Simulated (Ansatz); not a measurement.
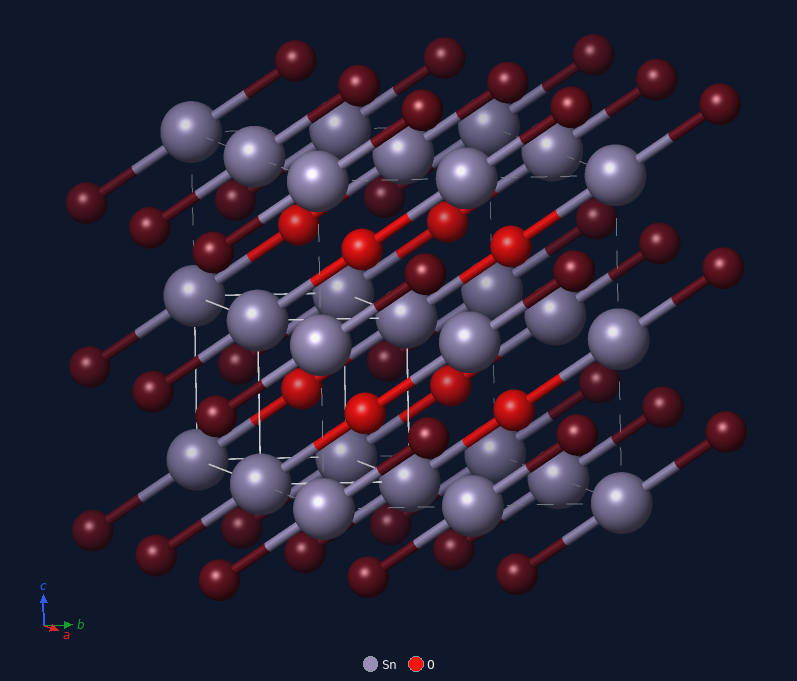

Drawn in the ball-and-stick manner and seen slightly off an axis. The solid frame is a single simulation cell within a 2×2×2 block. The first bonded neighbours in the surrounding cells are also shown, in fainter colours.

Here is the input:
```yaml
crystal:
  lattice:
    - [3.1009230011, -0.0772758843, -0.0772758843]
    - [-0.0772758843, 3.1009230011, -0.0772758843]
    - [-0.0772758843, -0.0772758843, 3.1009230011]
  atoms:
    - { symbol: Sn, position: [0.0, 0.0, 0.0] }
    - { symbol: O, position: [0.5, 0.5, 0.5] }
kpoints:
  mp_grid: { grid: [8, 8, 8] }
  band_path:
    path:
      - [0.0, 0.0, 0.0]
      - [0.0, 0.5, 0.0]
      - [0.5, 0.5, 0.0]
      - [0.5, 0.5, 0.5]
      - [0.0, 0.125, -0.5]
    npoints: 1
hamiltonian:
  xc: r2scan
scf:
  occupations: { method: fermi_dirac, width: 0.02 }
  n_extra_bands: 4
output:
  forces: true
  stress: true
  eigenvalues: true
```
Run as:
```sh
ansatz run input.yaml --threads 4 --pin off --max-ram 3686MiB --backend cpu --events-out ev --progress --plain --runs-dir out
```

Method used: DFT, r2SCAN, plane waves, PAW (Ansatz). It ran with a kinetic-energy cutoff of 500 eV, k-point mesh 8×8×8, Fermi-Dirac smearing of 0.02 eV, no spin polarisation.

**What does the calculation say: metal or gapped?**

A metal: bands cross the Fermi level.

**How far is the cell from zero pressure?**

The computed pressure is 0.9 GPa (compressed: it would expand).

Provenance: a structure type filled with these elements by a generator (whether the compound takes this form wasn't checked). The cell was then strained or its atoms displaced on purpose. It went into a calculation with Ansatz.
